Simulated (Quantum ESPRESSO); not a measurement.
# Run report: Ti, band-structure run (part 2 of 2)

Continued. System: Ti (Im-3m, 1 atom in the cell). Method: Kohn-Sham DFT of a periodic cell, PBEsol, PseudoDojo 0.4 SR PBEsol stringent, no spin polarisation (Quantum ESPRESSO 7.5); cutoff 1142.88 eV, 11×11×11 k-mesh, fermi-dirac of 0.05 eV. The structure derives from an entry of the Crystallography Open Database.

The program's output, continued:
```
   -43.4374 -20.0287 -19.6913 -19.6142  10.4950  12.3574  12.4725  15.4836
    15.7231  17.1288  24.7282  24.8827

          k = 0.3936 0.3149 0.2362 (  1549 PWs)   bands (ev):

   -43.4184 -20.0594 -19.7763 -19.6295  11.2086  12.2044  12.5253  15.5959
    15.8189  18.2604  22.4501  24.0216

          k = 0.4724 0.3936 0.2362 (  1554 PWs)   bands (ev):

   -43.4114 -20.0610 -19.8192 -19.6337  11.3146  12.1705  12.7801  15.6549
    15.8461  18.9972  21.1946  23.7136

          k = 0.0000-0.0787 0.2362 (  1538 PWs)   bands (ev):

   -43.4981 -19.7281 -19.6092 -19.5737   8.1533  13.4621  13.5445  14.4534
    14.6698  15.7731  28.0984  29.4355

          k = 0.4724 0.3149 0.3149 (  1556 PWs)   bands (ev):

   -43.4092 -20.0011 -19.8767 -19.6548  11.7009  12.1641  12.4178  15.7144
    15.8258  19.7038  21.6793  22.0071

          k =-0.0000-0.1575 0.3149 (  1550 PWs)   bands (ev):

   -43.4639 -19.9018 -19.6672 -19.5733   9.2091  13.1054  13.1105  14.7695
    15.2977  15.8753  25.8891  28.0239

          k = 0.0787-0.0787 0.3149 (  1540 PWs)   bands (ev):

   -43.4687 -19.8456 -19.6606 -19.6027   9.0424  13.1814  13.3824  14.4561
    15.0406  15.9380  27.1426  27.6081

          k =-0.0000-0.2362 0.3936 (  1555 PWs)   bands (ev):

   -43.4323 -20.0587 -19.7201 -19.5722  10.1461  12.7961  12.9176  15.0697
    16.0351  16.2158  23.4090  26.9876

          k = 0.0787-0.1575 0.3936 (  1549 PWs)   bands (ev):

   -43.4366 -19.9850 -19.7270 -19.6088  10.0655  12.6717  13.1626  14.6960
    15.8020  16.2382  24.8062  26.3539

          k =-0.0000-0.3149 0.4724 (  1550 PWs)   bands (ev):

   -43.4134 -20.1506 -19.7513 -19.5714  10.5193  12.6209  13.1853  15.1717
    16.4157  16.8586  21.6142  26.4020

          k = 0.0787-0.2362 0.4724 (  1551 PWs)   bands (ev):

   -43.4119 -20.0918 -19.7797 -19.6088  10.7459  12.5359  12.9461  14.9712
    16.1749  17.1537  22.4470  25.5407

          k = 0.1575-0.1575 0.4724 (  1557 PWs)   bands (ev):

   -43.4113 -20.0460 -19.8137 -19.6236  10.9370  12.2070  13.0736  14.9192
    15.9316  17.3572  23.7595  23.9237

          k =-0.7873-0.3149-0.3149 (  1550 PWs)   bands (ev):

   -43.4026 -20.1314 -19.7994 -19.6084  10.8911  12.7504  12.7538  15.0094
    16.4420  17.7620  21.2694  25.2045

          k =-0.7086-0.2362-0.3149 (  1556 PWs)   bands (ev):

   -43.3963 -20.0700 -19.8824 -19.6269  11.4213  12.1808  12.7343  15.2042
    16.0503  18.7318  21.6666  23.1816

          k =-0.6298-0.2362-0.2362 (  1553 PWs)   bands (ev):

   -43.3905 -19.9928 -19.9928 -19.6308  12.0271  12.0271  12.2543  15.6932
    15.6932  20.6087  20.6087  21.7566

          k = 0.3149 0.3149 0.3149 (  1559 PWs)   bands (ev):

   -43.4210 -20.0392 -19.7074 -19.7074  11.4546  12.1712  12.1712  15.7383
    15.7383  18.3377  23.9040  24.0597

          k = 0.3936 0.3936 0.3149 (  1550 PWs)   bands (ev):

   -43.4113 -19.9990 -19.8098 -19.7169  11.7869  12.0949  12.3838  15.7822
    15.8438  19.5998  21.7646  23.4440

          k = 0.0000 0.0000 0.3149 (  1553 PWs)   bands (ev):

   -43.4738 -19.7618 -19.6557 -19.6557   8.8445  13.7484  13.7484  13.8469
    14.5066  15.9944  28.0206  29.5566

          k = 0.4724 0.3936 0.3936 (  1559 PWs)   bands (ev):

   -43.4086 -19.8946 -19.8946 -19.7595  11.9804  12.2210  12.2210  15.8498
    15.8498  21.1858  21.1858  21.7583

          k =-0.0000-0.0787 0.3936 (  1550 PWs)   bands (ev):

   -43.4418 -19.8900 -19.7160 -19.6758   9.7911  12.9881  13.6332  14.1749
    15.1872  16.1633  26.3793  27.8786

          k =-0.0000-0.1575 0.4724 (  1544 PWs)   bands (ev):

   -43.4121 -20.0272 -19.7708 -19.6721  10.6426  12.4270  13.4049  14.5816
    16.1055  16.5839  23.7339  27.0220

          k = 0.0787-0.0787 0.4724 (  1550 PWs)   bands (ev):

   -43.4123 -19.9745 -19.7885 -19.7039  10.6111  12.3797  13.7045  14.4282
    15.7395  16.5949  25.2682  25.4240

          k =-0.0000-0.2362 0.5511 (  1546 PWs)   bands (ev):

   -43.3945 -20.1094 -19.8032 -19.6681  11.0001  12.3338  13.2632  14.6555
    16.7777  17.5255  21.6286  26.1450

          k = 0.0787-0.1575 0.5511 (  1546 PWs)   bands (ev):

   -43.3896 -20.0513 -19.8508 -19.7042  11.1963  11.9695  13.4877  14.8048
    16.2375  17.7561  22.7442  24.4319

          k =-0.7873-0.2362-0.2362 (  1548 PWs)   bands (ev):

   -43.3812 -20.0811 -19.8741 -19.7026  11.3214  11.9505  13.3393  14.8918
    16.5420  18.8356  21.1875  24.0218

          k =-0.7086-0.1575-0.2362 (  1547 PWs)   bands (ev):

   -43.3762 -20.0334 -19.9459 -19.7074  11.6117  11.6757  13.1777  15.4605
    16.0977  19.5403  21.8679  22.1491

          k =-0.0000-0.0000 0.4724 (  1545 PWs)   bands (ev):

   -43.4126 -19.9029 -19.7791 -19.7791  10.4889  12.4929  14.1946  14.1946
    15.2958  16.4444  26.6957  26.6958

          k =-0.0000-0.0787 0.5511 (  1541 PWs)   bands (ev):

   -43.3857 -19.9877 -19.8366 -19.7988  11.0194  11.8952  14.3027  14.5806
    15.9934  17.1438  24.1533  25.2528

          k =-0.0000-0.1575 0.6298 (  1555 PWs)   bands (ev):

   -43.3696 -20.0550 -19.8705 -19.7925  11.2414  11.5959  14.2506  14.7060
    16.6738  18.5936  21.7128  24.2975

          k = 0.0787-0.0787 0.6298 (  1556 PWs)   bands (ev):

   -43.3653 -20.0154 -19.9098 -19.8154  11.2127  11.4601  14.3363  15.2505
    16.3069  18.4597  23.0359  23.0715

          k =-0.7873-0.1575-0.1575 (  1564 PWs)   bands (ev):

   -43.3577 -20.0259 -19.9449 -19.8131  11.2472  11.3179  14.2674  15.5697
    16.4770  20.0229  21.1378  22.5566

          k =-0.0000-0.0000 0.6298 (  1565 PWs)   bands (ev):

   -43.3613 -19.9679 -19.8964 -19.8964  11.0596  11.3892  15.1667  15.1667
    16.0755  17.9656  23.6695  23.6695

          k =-0.0000-0.0787 0.7086 (  1557 PWs)   bands (ev):

   -43.3467 -20.0048 -19.9316 -19.9047  11.0084  11.0728  15.4257  15.5624
    16.5820  19.4907  21.7714  22.5914

          k =-0.7873-0.0787-0.0787 (  1554 PWs)   bands (ev):

   -43.3398 -19.9835 -19.9835 -19.9111  10.9208  10.9208  15.5094  16.4026
    16.4026  20.9733  20.9733  21.3841

          k =-0.0000-0.0000 0.7873 (  1557 PWs)   bands (ev):

   -43.3331 -19.9775 -19.9676 -19.9676  10.7742  10.7858  16.3725  16.3725
    16.5673  20.4066  21.3574  21.3574

     the Fermi energy is    12.7508 ev

!    total energy              =    -118.59245742 Ry
     estimated scf accuracy    <          6.1E-11 Ry
     smearing contrib. (-TS)   =      -0.00166053 Ry
     internal energy E=F+TS    =    -118.59079689 Ry

     The total energy is F=E-TS. E is the sum of the following terms:
     one-electron contribution =     -41.24540716 Ry
     hartree contribution      =      24.40917458 Ry
     xc contribution           =     -17.25879510 Ry
     ewald contribution        =     -84.49576921 Ry

     convergence has been achieved in   9 iterations

     Forces acting on atoms (cartesian axes, Ry/au):

     atom    1 type  1   force =     0.00000000    0.00000000    0.00000000

     Total force =     0.000000     Total SCF correction =     0.000000

     Computing stress (Cartesian axis) and pressure

          total   stress  (Ry/bohr**3)                   (kbar)     P=      -66.67
  -0.00045324   0.00000000  -0.00000000          -66.67        0.00       -0.00
  -0.00000000  -0.00045324   0.00000000           -0.00      -66.67        0.00
  -0.00000000   0.00000000  -0.00045324           -0.00        0.00      -66.67

=------------------------------------------------------------------------------=
   JOB DONE.
=------------------------------------------------------------------------------=
```

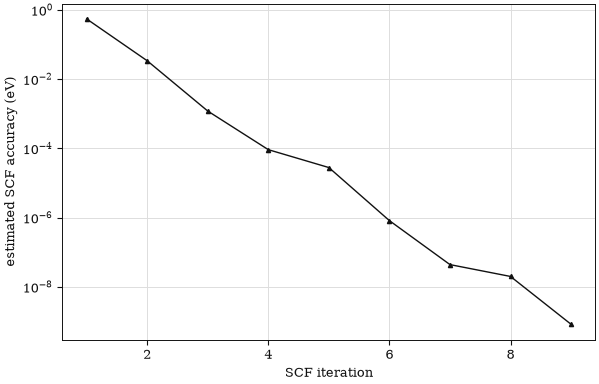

Fig. 1: Convergence of the self-consistent field: estimated SCF accuracy against the iteration. The field takes 9 iterations in all.

This output came from the following input.

Input:
```
&CONTROL
  calculation = 'scf'
  prefix = 'pwscf'
  outdir = './tmp'
  pseudo_dir = './pseudo'
  tprnfor = .true.
  tstress = .true.
  disk_io = 'low'
/
&SYSTEM
  ibrav = 0
  nat = 1
  ntyp = 1
  ecutwfc = 84
  nbnd = 12
  occupations = 'smearing'
  smearing = 'fd'
  degauss = 0.00367493
/
&ELECTRONS
  conv_thr = 2d-10
  electron_maxstep = 120
  mixing_beta = 0.5
/
ATOMIC_SPECIES
Ti    47.8670 Ti.upf
CELL_PARAMETERS bohr
  -3.1010405705    3.1010405705    3.1010405705
   3.1010405705   -3.1010405705    3.1010405705
   3.1010405705    3.1010405705   -3.1010405705
ATOMIC_POSITIONS bohr
Ti     0.0000000000    0.0000000000    0.0000000000
K_POINTS automatic
11 11 11 0 0 0
```

File bands.in:
```
&CONTROL
  calculation = 'bands'
  prefix = 'pwscf'
  outdir = './tmp'
  pseudo_dir = './pseudo'
  disk_io = 'low'
  verbosity = 'high'
/
&SYSTEM
  ibrav = 0
  nat = 1
  ntyp = 1
  ecutwfc = 84
  nbnd = 12
  occupations = 'smearing'
  smearing = 'fd'
  degauss = 0.00367493
/
&ELECTRONS
  conv_thr = 1d-08
  electron_maxstep = 120
  mixing_beta = 0.5
  diago_full_acc = .true.
  startingwfc = 'random'
/
ATOMIC_SPECIES
Ti    47.8670 Ti.upf
CELL_PARAMETERS bohr
  -3.1010405705    3.1010405705    3.1010405705
   3.1010405705   -3.1010405705    3.1010405705
   3.1010405705    3.1010405705   -3.1010405705
ATOMIC_POSITIONS bohr
Ti     0.0000000000    0.0000000000    0.0000000000
K_POINTS crystal
60
 0.0000000000  0.0000000000  0.0000000000 1
 0.0416666667 -0.0416666667  0.0416666667 1
 0.0833333333 -0.0833333333  0.0833333333 1
 0.1250000000 -0.1250000000  0.1250000000 1
 0.1666666667 -0.1666666667  0.1666666667 1
 0.2083333333 -0.2083333333  0.2083333333 1
 0.2500000000 -0.2500000000  0.2500000000 1
 0.2916666667 -0.2916666667  0.2916666667 1
 0.3333333333 -0.3333333333  0.3333333333 1
 0.3750000000 -0.3750000000  0.3750000000 1
 0.4166666667 -0.4166666667  0.4166666667 1
 0.4583333333 -0.4583333333  0.4583333333 1
 0.5000000000 -0.5000000000  0.5000000000 1
 0.4375000000 -0.4375000000  0.5000000000 1
 0.3750000000 -0.3750000000  0.5000000000 1
 0.3125000000 -0.3125000000  0.5000000000 1
 0.2500000000 -0.2500000000  0.5000000000 1
 0.1875000000 -0.1875000000  0.5000000000 1
 0.1250000000 -0.1250000000  0.5000000000 1
 0.0625000000 -0.0625000000  0.5000000000 1
 0.0000000000  0.0000000000  0.5000000000 1
 0.0000000000  0.0000000000  0.4444444444 1
 0.0000000000  0.0000000000  0.3888888889 1
 0.0000000000  0.0000000000  0.3333333333 1
 0.0000000000  0.0000000000  0.2777777778 1
 0.0000000000  0.0000000000  0.2222222222 1
 0.0000000000  0.0000000000  0.1666666667 1
 0.0000000000  0.0000000000  0.1111111111 1
 0.0000000000  0.0000000000  0.0555555556 1
 0.0000000000  0.0000000000  0.0000000000 1
 0.0227272727  0.0227272727  0.0227272727 1
 0.0454545455  0.0454545455  0.0454545455 1
 0.0681818182  0.0681818182  0.0681818182 1
 0.0909090909  0.0909090909  0.0909090909 1
 0.1136363636  0.1136363636  0.1136363636 1
 0.1363636364  0.1363636364  0.1363636364 1
 0.1590909091  0.1590909091  0.1590909091 1
 0.1818181818  0.1818181818  0.1818181818 1
 0.2045454545  0.2045454545  0.2045454545 1
 0.2272727273  0.2272727273  0.2272727273 1
 0.2500000000  0.2500000000  0.2500000000 1
 0.2708333333  0.1875000000  0.2708333333 1
 0.2916666667  0.1250000000  0.2916666667 1
 0.3125000000  0.0625000000  0.3125000000 1
 0.3333333333  0.0000000000  0.3333333333 1
 0.3541666667 -0.0625000000  0.3541666667 1
 0.3750000000 -0.1250000000  0.3750000000 1
 0.3958333333 -0.1875000000  0.3958333333 1
 0.4166666667 -0.2500000000  0.4166666667 1
 0.4375000000 -0.3125000000  0.4375000000 1
 0.4583333333 -0.3750000000  0.4583333333 1
 0.4791666667 -0.4375000000  0.4791666667 1
 0.5000000000 -0.5000000000  0.5000000000 1
 0.2500000000  0.2500000000  0.2500000000 1
 0.2083333333  0.2083333333  0.2916666667 1
 0.1666666667  0.1666666667  0.3333333333 1
 0.1250000000  0.1250000000  0.3750000000 1
 0.0833333333  0.0833333333  0.4166666667 1
 0.0416666667  0.0416666667  0.4583333333 1
 0.0000000000  0.0000000000  0.5000000000 1
```

Command:
```bash
OMP_NUM_THREADS=1 pw.x -in pw.in > pw.out
OMP_NUM_THREADS=1 pw.x -in bands.in > bands.out
```

Summary:

| quantity | value |
| --- | --- |
| outcome | converged |
| space group (tolerance 0.01 Å) | Im-3m (229) |
| electrons treated | 12 |
| free energy | −1613.5326 eV |
| Fermi energy | 12.751 eV |
| gap on the k-point mesh | none (metallic) |
| pressure | −6.67 GPa |
| largest force (length of the vector) | under 0.001 eV/Å |
| hardware | 1 thread of Arm Neoverse V2, 24 GiB of memory available, shared host |
| wall time | 14 s |
| peak memory | 0.09 GiB |

Notes:

The cell is under a tension of 6.7 GPa at this level, so it is not at its equilibrium volume.
